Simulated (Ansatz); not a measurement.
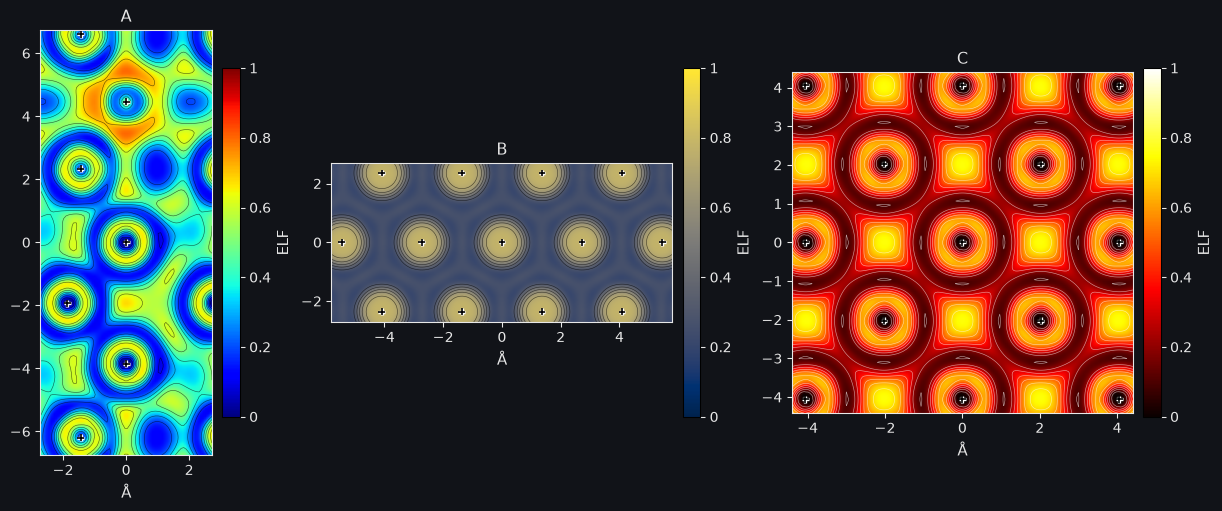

The ELF of 3 systems, each on a plane through atoms (crosses mark nuclei in the plane).

These are results of DFT PBEsol, scalar-relativistic, plane waves, PAW in Ansatz 0.2.0, not measurements.

System 1: Ti5Si, the (100) plane of the conventional cell. Space group R32; a structure from a database of computed crystals, not necessarily the ambient phase; changed on purpose from its base cell (volume × 0.88, shape and atoms relaxed); computed pressure about 21 GPa in this cell; computed without spin polarisation.

```
Ti Si
1.0
     4.74486    0.00000    0.00000
    -2.37243    4.10917    0.00000
     0.00000    0.00000   12.79078
Ti Si
15 3
Direct
  0.00000 0.00000 0.15068
  0.66667 0.33333 0.48401
  0.33333 0.66667 0.81734
  0.60751 0.00000 0.00000
  0.27418 0.33333 0.33333
  0.94084 0.66667 0.66667
  0.00000 0.60751 0.00000
  0.66667 0.94084 0.33333
  0.33333 0.27418 0.66667
  0.66667 0.33333 0.18266
  0.33333 0.66667 0.51599
  0.00000 0.00000 0.84932
  0.39249 0.39249 0.00000
  0.05916 0.72582 0.33333
  0.72582 0.05916 0.66667
  0.33333 0.66667 0.16667
  0.00000 0.00000 0.50000
  0.66667 0.33333 0.83333
```

System 2: Rh, the (111) plane of the conventional cell. Space group Fm-3m; changed on purpose from its base cell (volume × 1.06); computed pressure about −15 GPa in this cell; computed without spin polarisation.

```cif
data_structure
_symmetry_space_group_name_H-M 'P 1'
_symmetry_Int_Tables_number 1
_cell_length_a 3.8541
_cell_length_b 3.8541
_cell_length_c 3.8541
_cell_angle_alpha 90.000
_cell_angle_beta 90.000
_cell_angle_gamma 90.000
_cell_volume 57.25
loop_
_atom_site_label
_atom_site_type_symbol
_atom_site_fract_x
_atom_site_fract_y
_atom_site_fract_z
_atom_site_occupancy
Rh1 Rh 0.00000 0.00000 0.00000 1
Rh2 Rh 0.50000 0.50000 0.00000 1
Rh3 Rh 0.50000 0.00000 0.50000 1
Rh4 Rh 0.00000 0.50000 0.50000 1
```

System 3: Ti, the (001) plane of the conventional cell. Space group Fm-3m; computed without spin polarisation.

```
Ti
1.0
     4.05584    0.00000    0.00000
     0.00000    4.05584    0.00000
     0.00000    0.00000    4.05584
Ti
4
Direct
  0.00000 0.00000 0.00000
  0.50000 0.50000 0.00000
  0.50000 0.00000 0.50000
  0.00000 0.50000 0.50000
```

### Which map belongs to which system?

Panel A is system 1, Ti5Si: the plane holds Ti and Si. Ti–Si (2.58 Å): the ELF peaks at about 0.70 in the valence shell of Si, 0.9 Å from its nucleus, and is about 0.35 at the midpoint. Panel B is system 2, Rh: the plane holds Rh. Rh–Rh (2.73 Å): the ELF is about 0.30 at the midpoint (no localised pair shows between them). Panel C is system 3, Ti: the plane holds Ti. Ti–Ti (2.87 Å): the ELF is about 0.20 at the midpoint (no localised pair shows between them).
